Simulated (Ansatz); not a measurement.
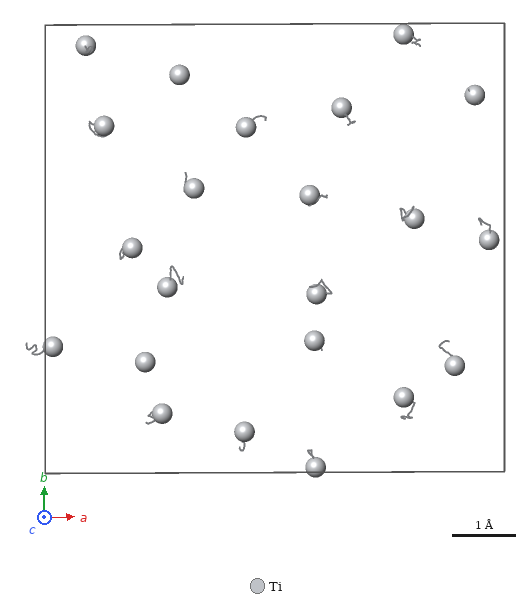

A Born-Oppenheimer molecular dynamics run of an amorphous cell of composition Ti (22 atoms in the cell), 231 fs long. It starts from the last geometry of an earlier run, with fresh velocities. Lines trace each atom's path, in the colour of its element; spheres stand at the starting positions. Seen along the c axis in the simulation cell.

These are results of DFT PBE, scalar-relativistic, plane waves, PAW (Ansatz), not measurements. Run with plane-wave cutoff 420 eV; k-point mesh 1 × 1 × 1; Fermi-Dirac smearing 0.05 eV; volume 1.04 times that of the relaxed crystal; set temperature 300 K; time step 3 fs.

Describe the motion.

Answer. Root-mean-square distances from the starting positions over the second half, with the common drift of all atoms taken out: Ti 0.31 Å. That is small against the typical shortest distance between atoms in the first frame, about 2.6 Å: the atoms vibrate about their sites and the arrangement holds. Over the second half the temperature averages 317 K (spread ±54 K). The potential energy in the second half lies on average 62.9 meV per atom below the first frame. The mean pressure there is −1.2 GPa.

Limits of the set-up: the k-point mesh is coarse for a cell with partly filled bands; the periodic images lie only 7.3 Å apart, so the values are limited by the cell's size.
